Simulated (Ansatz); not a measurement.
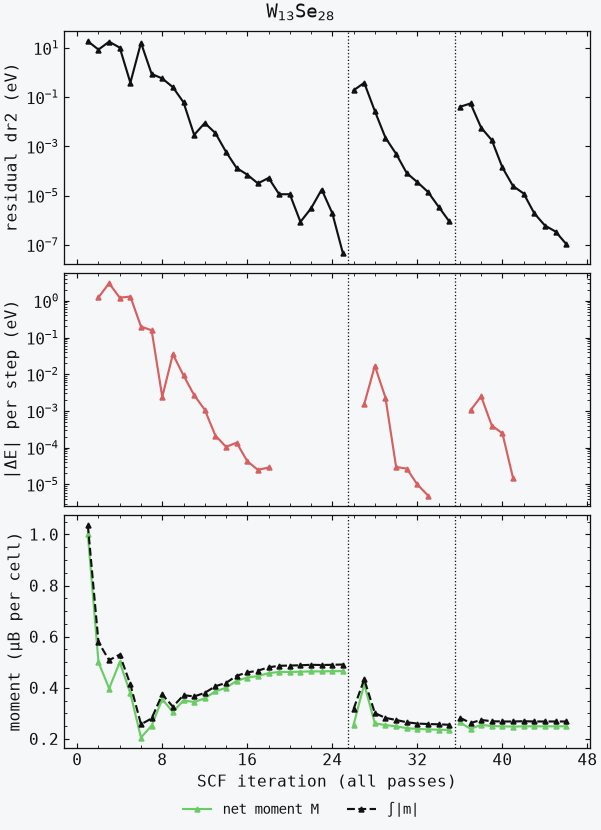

Figure. SCF iterations of a calculation: density residual dr2, step-to-step change of the Harris–Foulkes energy, magnetic moments. W₁₃Se₂₈ (defect cell, 41 atoms in the cell, total charge −3); DFT PBE, scalar-relativistic, plane waves, PAW (Ansatz); cutoff 420 eV, 2×2×2 k-mesh, Gaussian smearing of 0.01 eV, collinear spins. Each stretch between dotted lines is the SCF of one geometry step of a relaxation. The run starts from the density of an earlier run. Energy differences below 3 × 10⁻⁶ eV aren't drawn. dr2 is the charge part; the magnetisation has a residual of its own.

It did not finish: the time limit cut it off after 46 iterations in all. There are 3 passes, of 25, 10 and 11 iterations. In pass 3, the residual is still falling at the last step (down to 1.1 × 10⁻⁷). The residual starts near 20 and ends near 10⁻⁷ eV. The net moment goes from 1.0 to 0.2 μB per cell, though in an unconverged run this needn't be final.
